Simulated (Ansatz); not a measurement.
**TePb (Fm-3m): G0W0 under other settings**

A base run on TePb (Fm-3m), then changed inputs.

Calculated with Ansatz 0.2.0; G0W0 on PBE, plane waves, PAW.

### Step 1. The structure

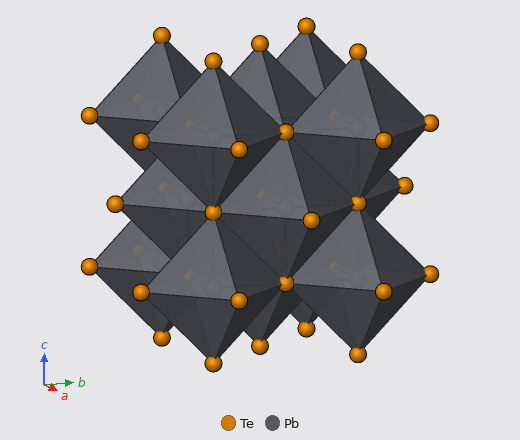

Start, viewed slightly off an axis; tellurium orange, lead dark grey. This picture shows the conventional cell, with its axes. Some periodic images of atoms are drawn too.

The cell and positions come from the Crystallography Open Database and are kept as given unless a step says otherwise. Spin-orbit coupling is left out unless a step names it. The default PAW set here is soft_2. Its files were made with PBE.

### Step 2. The base run: 4×4×4 mesh, 201 empty bands, screening to 120 eV

G0W0 replaces the xc potential by the self-energy, built once from these orbitals. Only a window of levels is corrected, while the sums run over the empty bands that the input names.

The input, input.yaml:

```yaml
crystal:
  lattice:
    - [0.0, 3.231, 3.231]
    - [3.231, 0.0, 3.231]
    - [3.231, 3.231, 0.0]
  atoms:
    - { symbol: Te, position: [0.5, 0.5, 0.5] }
    - { symbol: Pb, position: [0.0, 0.0, 0.0] }
kpoints:
  mp_grid: { grid: [4, 4, 4] }
hamiltonian:
  xc: pbe
scf:
  occupations: { method: fixed }
gw:
  n_empty_bands: 201
  ecut_chi: 120
  qp_bands: [v2, c2]
  qp_kpoints: band_edges
  screening: { model: contour_deformation }
```

Started as:

```console
$ ansatz run input.yaml --threads 3 --pin off --max-ram 92160MiB --backend cuda --events-out ev --progress --plain --runs-dir out --devices 1 --max-vram 13GiB  # rebuilt from the run's record
```

Numbers of over 12 decimals in the logs are rounded to 6 here.

The program printed:

```text
GPUs: using 1 of 1 available (devices: 1).
Engine: ansatz 0.2.0, x86_64-unknown-linux-gnu
Pseudopotentials: kind: paw
Pseudopotential: Te, paw, valence charge 16, recommended cutoff 420 eV (normal), Te.paw.azcp
Pseudopotential: Pb, paw, valence charge 14, recommended cutoff 420 eV (normal), Pb.paw.azcp
Functional definition: PBE
  parameter kappa = 0.804
  parameter beta = 0.066725
  exchange = pbe_x(kappa = kappa, mu = beta*pi^2/3)
  correlation = pbe_c(beta = beta)
device memory: the entry about to start is reckoned to put 1.0 GiB on a device that reports 22.5 GiB free (of which the cap on the GPU budget leaves the run 13.0 GiB)
GPU FFT provider: cuFFT
GPU libraries: cuBLAS 13.8.2, cuFFT 12.4.0, cuSOLVER 12.3.4
Crystal: 2 atoms, lattice volume = 67.459 Å³
Basis set: ecut = 420 eV, 1363 PW (Γ)
Bands: 19, of which v1, the nominal top of the filled ones, is band 15 counted from 1 (14 counted from 0)
Symmetry: 48 space group operations
Space group: Fm-3m (ITA 225), of the structure as read, at distance tolerance 4.1e-5 Å
k-points: 8 of 64
Non-local potential: Te, projectors of the file, l = 0: 2, l = 1: 2, l = 2: 2, l = 3: 2
Non-local potential: Pb, projectors of the file, l = 0: 2, l = 1: 2, l = 2: 2, l = 3: 2
PAW form: soft (Blöchl's): semilocal exchange-correlation on the pseudo side does not see the compensation charge
PAW one-centre angular grid: Te, 590 points (default); XC on 64 Gauss nodes
PAW one-centre angular grid: Pb, 590 points (default); XC on 64 Gauss nodes
Initial density: superposition of atomic densities (neutral atoms: chi_scale 0, normalization atom), corrected by the library's trained network
Initial wavefunctions: pseudopotential atomic-orbital guess
GPU buffer pool allocated for 32768 grid points (all kernels)
GPU transforms: local potential and band sums: pruned to the plane-wave sphere, on 30×32×32
Functional: x = pbe(κ = 0.804, μ = 0.219515), c = pbe(β = 0.066725)
SCF iter   1: F=—  HF=-18887.158629 eV  |F-HF|=—  |Δ(HF+E_count)|=         —  Δρ=5.73e-4  dr2=2.01e-4  ethr=1.77e-3  ⟨swp⟩=4.9  Hψ=637  notcnv=0  defer=13
preconditioner: auto → none  [insulator: Δε(μ)=0.728 eV  Ē_g=14.751 eV  n_scr=14 (ndim 8)  ℏωp=20.2 eV  f_vac=0.014  ε∞_Penn≈2.9]
SCF iter   2: F=—  HF=-18887.156821 eV  |F-HF|=—  |Δ(HF+E_count)|=   1.81e-3  Δρ=3.95e-4  dr2=9.84e-5  ethr=6.71e-7  ⟨swp⟩=3.0  Hψ=404  notcnv=0  defer=13
SCF iter   3: F=—  HF=-18887.156834 eV  |F-HF|=—  |Δ(HF+E_count)|=   1.27e-5  Δρ=1.46e-4  dr2=1.11e-5  ethr=3.28e-7  ⟨swp⟩=2.0  Hψ=224  notcnv=0  defer=11
SCF iter   4: F=—  HF=-18887.156851 eV  |F-HF|=—  |Δ(HF+E_count)|=   1.70e-5  Δρ=5.26e-5  dr2=1.45e-6  ethr=3.72e-8  ⟨swp⟩=3.0  Hψ=269  notcnv=0  defer=13
[...]
E_nonlocal   = 39.828284
  E_hartree    = 1254.958915
  E_xc         = -345.567449
  E_vxc        = -237.115506  (∫ρ·V_xc dr)
  E_paw        = -15066.524547  (= ΣΔE_a)
  E_vpaw       = -712.291635  (= ΣTr[D̂ρ^β])
  E_aug_tail   = -0.000145  (compensation charges beyond the density's cutoff)
  E_ewald      = -2852.919164
  E_smearing   = -0.000000  (= −TS)
  E_closure    = 0.000000  (closes the sum)
  Σ components = -18887.156852   (vs F -18887.156852, Δ=0.00e0)
--- Band table (eV; the first three rows and the last of 8) ---
  k-point 0: bands = [... 11 lower, 3.1081, 7.3493, 7.3493, 7.3493, 12.7761, 12.7761, 12.7761, 14.5178]
  k-point 1: bands = [... 11 lower, 1.6917, 7.5128, 7.5128, 8.0447, 10.8218, 11.1516, 11.1516, 14.6605]
  k-point 2: bands = [... 11 lower, 0.1200, 7.8071, 7.8071, 8.7024, 9.4321, 9.9715, 9.9715, 17.0765]
  k-point 7: bands = [... 11 lower, 0.7258, 4.9120, 4.9120, 8.3396, 10.3712, 13.9228, 13.9228, 15.5501]
--- G₀W₀: contour deformation, 7 samples at zero and on the imaginary axis and 1 off it, 64 q-points, 201 empty bands' worth ---
  eigenvalues of the whole cell's RPA ε∞ on this k-mesh (on a slab, of 1 + 4πα/V) = 39.0973, 39.0973, 39.0973; static W/v taken at q = 0 is 0.025577
  bands read: the sum over 216 bands ends inside a degenerate multiplet in 1 slot, whose members it reads at an even weight; the widest, k=2: bands 216 to 217 (counted from 1) at 1/2 each
  gw.qp_kpoints: band_edges: 3 of 8 stored k-points solved, in 1 pass; an edge of the gap read off the rows below is read off those points alone
    valence top: of the k-points left out ik 1 came nearest to being solved in a further pass, in band 15 (counted from 1, as in the quasiparticle table): it holds the edge there only if its correction is more favourable than any solved in that band by at least 0.658 eV; those differ by 0.045 eV
    conduction bottom: of the k-points left out ik 1 came nearest to being solved in a further pass, in band 16 (counted from 1, as in the quasiparticle table): it holds the edge there only if its correction is more favourable than any solved in that band by at least 1.390 eV; those differ by 0.064 eV
    ik  band        ε_KS         Σx   Σc(E_QP)       V_xc       Z   E_QP_lin       E_QP  E_QP is
     2    14      7.8071   -15.6667     1.4591   -13.7664  0.7371     7.3599     7.3660  root
     2    15      8.7024   -15.4124     0.5389   -14.5302  0.7579     8.3566     8.3591  root
     2    16      9.4321    -8.0441    -3.4093   -11.3153  0.7726     9.2944     9.2941  root
     2    17      9.9715    -8.4711    -3.3368   -11.6870  0.7655     9.8509     9.8506  root
     5    14      7.6159   -15.1905     1.4074   -13.3492  0.7353     7.1758     7.1822  root
     5    15      8.0764   -14.5116     0.6981   -13.4450  0.7513     7.7045     7.7079  root
     5    16     10.3778    -9.5562    -3.4398   -12.9047  0.7597    10.2868    10.2865  root
     5    17     10.4826    -9.2081    -3.3980   -12.5130  0.7573    10.3897    10.3894  root
     7    14      4.9120   -14.5507     2.8128   -11.3363  0.6764     4.5007     4.5104  root
     7    15      8.3396   -15.7510     1.0010   -14.3615  0.7477     7.9475     7.9511  root
     7    16     10.3712    -8.7103    -3.5852   -12.2213  0.7613    10.2971    10.2969  root
     7    17     13.9228    -7.2188    -4.6524   -11.7456  0.7332    13.7975    13.7971  root
[key lines of the parts left out:]
SCF converged after 6 iterations
Free energy (F): -18887.156852 eV
Fermi energy:    8.702420 eV
```

It took 7 s on 1 × NVIDIA H100 80GB HBM3 (shared by 6 runs) with 3 threads of AMD EPYC 7R13 (Zen 3), shared host; peak memory 1.1 GiB; 8.6 s of CPU time.

Numbers from this step:

* bands summed: 216
* RPA ε∞ on this mesh (eigenvalues): 39.10, 39.10, 39.10
* plane waves in the screening matrix: 181
* q-points in the mesh: 64
* G0W0 gap on the mesh: 0.9349 eV
* k of the valence top: 0, 0, -0.5
* k of the conduction bottom: 0, 0, -0.5
* starting gap on the mesh: 0.7297 eV
* Z at the valence top: 0.7579
* Z at the conduction bottom: 0.7726
* least direct G0W0 gap on the computed points: 0.9349 eV

The gap on the mesh goes from 0.73 eV to 0.93 eV, a correction of +0.21 eV. Between the two edge states, bare exchange in place of the xc potential would open the gap by 4.15 eV, and correlation takes back 3.95 eV.

### Step 3. Variant: all filled levels at the zone centre

input.yaml, the sections that differ from step 2:

```yaml
gw:
  n_empty_bands: 153
  ecut_chi: 100
  qp_bands: [lowest, c2]
  qp_kpoints: [[0, 0, 0]]
  screening: { model: contour_deformation }
# crystal, kpoints, hamiltonian, scf: as in step 2
```

The program printed:

```text
GPUs: using 1 of 1 available (devices: 1).
[...]
GPU FFT provider: cuFFT
GPU libraries: cuBLAS 13.8.2, cuFFT 12.4.0, cuSOLVER 12.3.4
Crystal: 2 atoms, lattice volume = 67.459 Å³
Basis set: ecut = 420 eV, 1363 PW (Γ)
Bands: 19, of which v1, the nominal top of the filled ones, is band 15 counted from 1 (14 counted from 0)
[... 1 set-up line as in the run before ...]
[...]
k-points: 8 of 64
[...]
GPU buffer pool allocated for 32768 grid points (all kernels)
[...]
SCF iter   1: F=—  HF=-18887.158629 eV  |F-HF|=—  |Δ(HF+E_count)|=         —  Δρ=5.73e-4  dr2=2.01e-4  ethr=1.77e-3  ⟨swp⟩=4.9  Hψ=637  notcnv=0  defer=13
[...]
SCF iter   6: F=-18887.156852 eV  HF=-18887.156852 eV  |F-HF|=1.14e-7  |Δ(HF+E_count)|=   1.30e-7  Δρ=1.11e-5  dr2=9.07e-8  ethr=3.33e-10  ⟨swp⟩=5.1  Hψ=730  notcnv=0
SCF 1 converged in 6 iterations: F = -18887.156852 eV  dr2 = 9.07e-8
[...]
NSCF: frozen V_eff on 8 k-points
[...]
G₀W₀ screening: q 1/8
[... further progress lines ...]
[...]
SCF converged after 6 iterations
Free energy (F): -18887.156852 eV
[...]
Internal energy: -18887.156852 eV  (E = F + TS)
E sigma→0 (E₀):  -18887.156852 eV
Fermi energy:    8.702420 eV
[...]
--- Band table (eV; the first three rows and the last of 8) ---
  k-point 0: bands = [... 11 lower, 3.1081, 7.3493, 7.3493, 7.3493, 12.7761, 12.7761, 12.7761, 14.5178]
  k-point 1: bands = [... 11 lower, 1.6917, 7.5128, 7.5128, 8.0447, 10.8218, 11.1516, 11.1516, 14.6605]
  k-point 2: bands = [... 11 lower, 0.1200, 7.8071, 7.8071, 8.7024, 9.4321, 9.9715, 9.9715, 17.0765]
  k-point 7: bands = [... 11 lower, 0.7258, 4.9120, 4.9120, 8.3396, 10.3712, 13.9228, 13.9228, 15.5501]
[...]
`?` marks the rows in doubt; gw_qp.tsv's column doubts and the gw_qp event give each row's grounds
[...]
0     1    -27.4612   -52.0512     9.0768   -40.8864  0.6470   -29.7926   -29.5492  root ?
     0     2    -27.4612   -52.0512     9.0768   -40.8864  0.6470   -29.7926   -29.5492  root ?
     0     3    -27.4555   -52.0472     9.0681   -40.8940  0.6468   -29.7847   -29.5406  root ?
     0     4    -27.4555   -52.0472     9.0681   -40.8940  0.6468   -29.7847   -29.5406  root ?
     0     5    -27.4555   -52.0472     9.0681   -40.8940  0.6468   -29.7847   -29.5406  root ?
     0     6     -8.0355   -40.4955     6.5947   -32.2681  0.6808    -9.8375    -9.6683  root ?
     0     7     -8.0355   -40.4955     6.5947   -32.2681  0.6808    -9.8375    -9.6683  root ?
     0     8     -8.0268   -40.4403     6.5487   -32.2659  0.6789    -9.8263    -9.6524  root ?
     0     9     -8.0268   -40.4403     6.5487   -32.2659  0.6789    -9.8263    -9.6524  root ?
     0    10     -8.0268   -40.4403     6.5487   -32.2659  0.6789    -9.8263    -9.6524  root ?
     0    11     -3.3225   -20.6165     6.4135   -14.0887  0.5915    -3.4374    -3.4369  root ?
     0    12      3.1081   -20.0102     2.2341   -17.5895  0.7194     2.9208     2.9215  root
     0    13      7.3493   -15.3420     1.7118   -13.2715  0.7294     6.9868     6.9907  root
     0    14      7.3493   -15.3420     1.7118   -13.2715  0.7294     6.9868     6.9907  root
     0    15      7.3493   -15.3420     1.7118   -13.2715  0.7294     6.9868     6.9907  root
     0    16     12.7761    -8.3160    -4.5920   -12.9101  0.7231    12.7782    12.7782  root
     0    17     12.7761    -8.3160    -4.5920   -12.9101  0.7231    12.7782    12.7782  root
```

Elapsed: 5.8 s, on 1 × NVIDIA H100 80GB HBM3 (shared by 6 runs) with 3 threads; peak memory 1.1 GiB.

Absolute levels on the run's own zero. QP, by row:

```tsv
k index	band	KS (eV)	Sigma_x (eV)	Sigma_c (eV)	Vxc (eV)	Z	QP linearised (eV)	QP (eV)	source	doubts
0	1	-27.46	-52.05	9.077	-40.89	0.647	-29.79	-29.55	root	energies_apart
0	2	-27.46	-52.05	9.077	-40.89	0.647	-29.79	-29.55	root	energies_apart
0	3	-27.46	-52.05	9.068	-40.89	0.6468	-29.78	-29.54	root	energies_apart
0	4	-27.46	-52.05	9.068	-40.89	0.6468	-29.78	-29.54	root	energies_apart
0	5	-27.46	-52.05	9.068	-40.89	0.6468	-29.78	-29.54	root	energies_apart
0	6	-8.036	-40.5	6.595	-32.27	0.6808	-9.838	-9.668	root	energies_apart
0	7	-8.036	-40.5	6.595	-32.27	0.6808	-9.838	-9.668	root	energies_apart
0	8	-8.027	-40.44	6.549	-32.27	0.6789	-9.826	-9.652	root	energies_apart
0	9	-8.027	-40.44	6.549	-32.27	0.6789	-9.826	-9.652	root	energies_apart
0	10	-8.027	-40.44	6.549	-32.27	0.6789	-9.826	-9.652	root	energies_apart
0	11	-3.322	-20.62	6.413	-14.09	0.5915	-3.437	-3.437	root	z_under_floor
0	12	3.108	-20.01	2.234	-17.59	0.7194	2.921	2.921	root	
0	13	7.349	-15.34	1.712	-13.27	0.7294	6.987	6.991	root	
0	14	7.349	-15.34	1.712	-13.27	0.7294	6.987	6.991	root	
0	15	7.349	-15.34	1.712	-13.27	0.7294	6.987	6.991	root	
0	16	12.78	-8.316	-4.592	-12.91	0.7231	12.78	12.78	root	
0	17	12.78	-8.316	-4.592	-12.91	0.7231	12.78	12.78	root
```

Against the base:

```tsv
setting	base	variant
empty bands	201	153
screening cutoff (eV)	120	100
levels asked	v2 to c2	lowest to c2
points asked	band edges	[[0, 0, 0]]
```

### Step 4. What came out

| Item | Value |
| --- | --- |
| base | 0.93 eV, 7 s |
| all filled levels at the zone centre | direct gap at the listed points 5.79 eV, 5.8 s |

All filled levels at the zone centre: only the listed points were computed; the least direct gap there is 5.79 eV, with empty bands, screening cutoff, levels asked and points asked changed against the base. All runs here use a coarse mesh and modest cutoffs; they test settings and are not final values. The 4×4×4 mesh is coarse for this cell (its supercell is 18 Å along the shortest edge). The RPA ε∞ on it, from the PBE start, is 39.10; such meshes misread the long-range screening, most where the gap is narrow. Where an edge is built on 6p states of lead, bismuth or thallium, scalar-relativistic gaps usually stand too wide, by a few tenths to over one eV. With atoms this heavy and so narrow a gap, spin-orbit coupling can invert the bands. These scalar-relativistic gaps are then model values, not to be set against experiment, and a spin-orbit change taken from DFT can't simply be added. The RPA ε∞ on this mesh reaches over 25; with a narrow direct gap a coarse mesh can overstate it, and the correction is then too small.

[Paths, hosts, dates, memory and timing lines, banners, echoed tables and standing remarks are left out of the program output.]

[Logs are printed without paths, hosts, clocks, repeated set-up lines and the standing remarks that a program may print on its own settings, such as how far it seeks lower states.]

[Runs of the session that timed out or met a known fault of the program may be left out.]

[Cells called generated may have been cut or substituted from an entry of the Crystallography Open Database or the Materials Project.]

[Hosts, paths, dates, database ids (printed as entryN), source tags and the programs' standing remarks are cut or masked in the printed files.]
